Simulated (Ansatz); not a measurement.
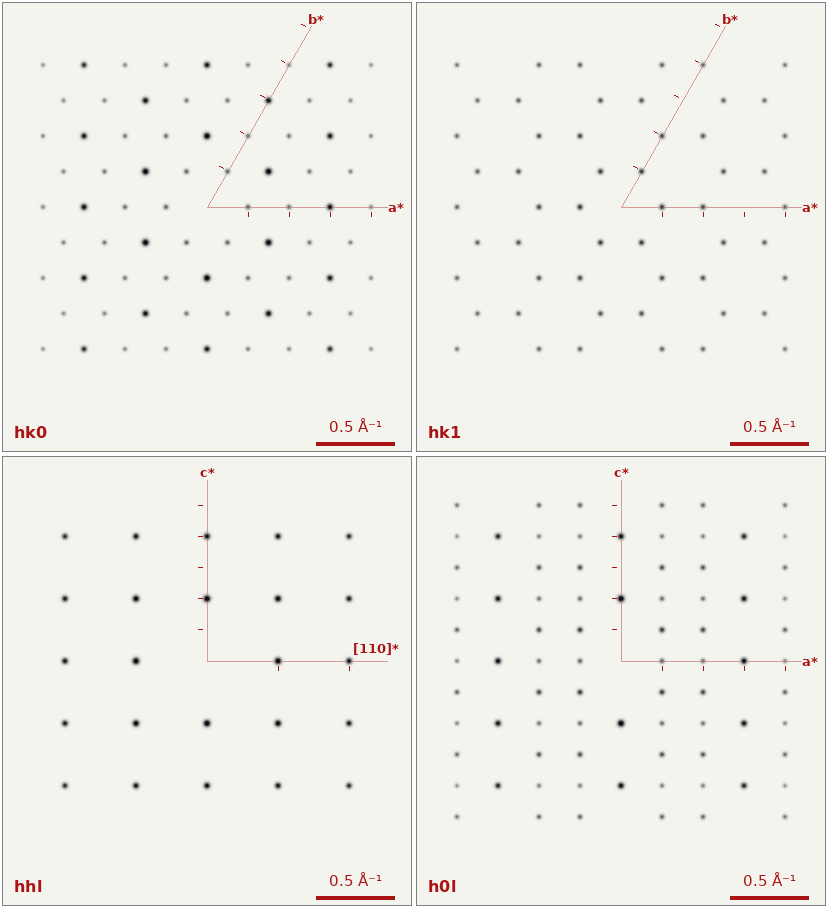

Simulated precession-type sections (X-rays; kinematic intensities, B = 0.5 Å²). The ticks mark integer indices of the conventional cell.

Q: What cell do the layers give?

A: a* = 0.265, b* = 0.265, c* = 0.202 Å⁻¹, γ* = 60°; the cell is hexagonal with a = 4.35 Å, c = 4.96 Å (hexagonal axes).

Q: List the systematic absences.

A: Reflections are present only under these conditions. hkl: no condition; hk0: no condition; h0l: no condition; hhl: l = 2n; 00l: l = 2n. The lattice is primitive (P). Further gaps, such as 0 3 1, 3 0 1, 3 0 3, come from atoms on special positions, not from the group's general conditions.

Q: Which space groups fit?

A: The intensities have Laue symmetry 6/mmm (the hk0 layer shows 6mm, hk1 shows 6mm). With these conditions the candidates are P6_3mc (No. 186), P-62c (No. 190), P6_3/mmc (No. 194). Diffraction geometry alone does not choose among them; the structure has P6_3/mmc. The compound is W. Structure: coordinates from a relaxation with DFT PBE, scalar-relativistic, plane waves, PAW (Ansatz 0.2.0); the starting structure was generated, so it need not be a known form of this composition.
